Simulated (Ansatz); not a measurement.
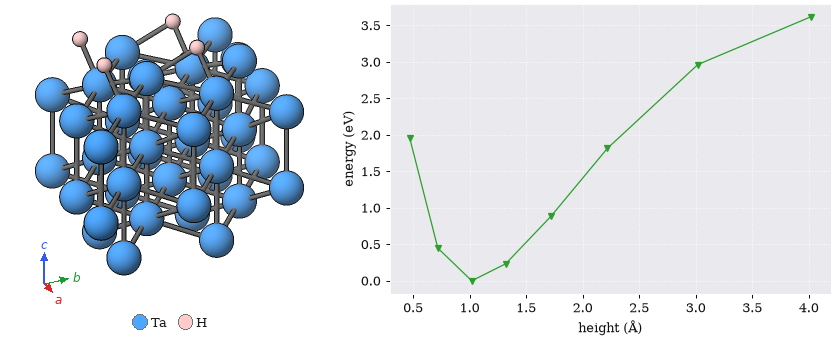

The plot gives the computed energy against height for H lifted off a slab of content Ta₈. The slab (repeated in the plane, vacuum cut away) is drawn beside the plot.

Structure:
```
CELL_PARAMETERS angstrom
4.64560 0.00000 0.00000
-2.32280 4.02320 0.00000
0.00000 0.00000 25.63800
ATOMIC_POSITIONS crystal
Ta 0.66667 0.33333 0.33154
Ta 0.33333 0.66667 0.36853
Ta 0.00000 0.00000 0.40551
Ta 0.66667 0.33333 0.44250
Ta 0.33333 0.66667 0.47627
Ta 0.00000 0.00000 0.51986
Ta 0.66667 0.33333 0.55227
Ta 0.33333 0.66667 0.57894
H 0.50000 0.16667 0.61869
```

Computed with Ansatz 0.2.0: energy and normal force of an adatom against its height over the highest atom of the given rigid slab, above the lowest point of a coarse grid of places, energies count from that point, plane waves with PAW datasets, Γ-centred k mesh. Level: PBE with D3(BJ), no spin polarisation.

```
       setting             value
   wave cutoff            420 eV
        k mesh             6×6×1
   occupations          Gaussian
smearing width            0.1 eV
      boundary  dipole corrected
     adsorbate                 H
```

### At which height is the energy least?

The lowest computed point is at height 1.019 Å (0.000 eV), in a single well.

Keep in mind: atoms far too close; coarse k mesh; without spin the lifted atom lies too high; xc potential rough in thin density.

The computed values:

| height (Å) | energy (eV) |
| --- | --- |
| 0.469 | 1.964 |
| 0.719 | 0.448 |
| 1.019 | 0.000 |
| 1.319 | 0.233 |
| 1.719 | 0.883 |
| 2.219 | 1.816 |
| 3.019 | 2.964 |
| 4.019 | 3.619 |
